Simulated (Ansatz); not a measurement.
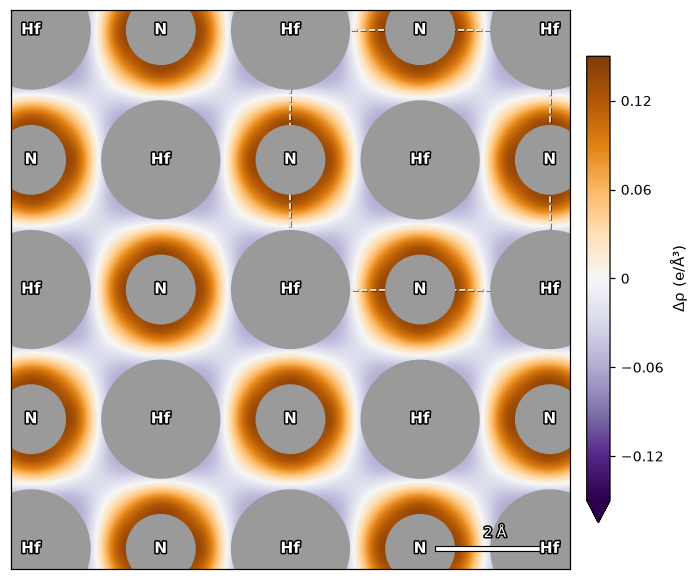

Figure. HfN. Bonding charge density, ρ(crystal) − Σ ρ(neutral atoms): a map on the (001) plane of the conventional cell, with grey discs over the atomic cores. Cores are masked to 1.0 Å (Hf) and 0.6 Å (N).

Space group Fm-3m; the calculation finds a residual pressure of about 6 GPa at this fixed cell.

All numbers below come from Ansatz, DFT PBE, scalar-relativistic, plane waves, PAW.

In a PAW calculation such maps are meaningful between the atoms, not at the nuclei.

Describe the bonding charge.

Answer. Hf–N (2.26 Å): Δρ is +0.008 e/Å³ at the midpoint (close to a masked core, so read it with care).
Hf–Hf (3.19 Å): Δρ is −0.03 e/Å³ at the midpoint.
Over the whole cell, outside the masked cores, the largest gain lies at the edge of the masked core of N, and the largest loss lies at the edge of the masked core of Hf.
The rearranged charge, half the integral of |Δρ|, is about 0.25 e an atom.
Bader charges: Hf +1.93 and N −1.93 e.
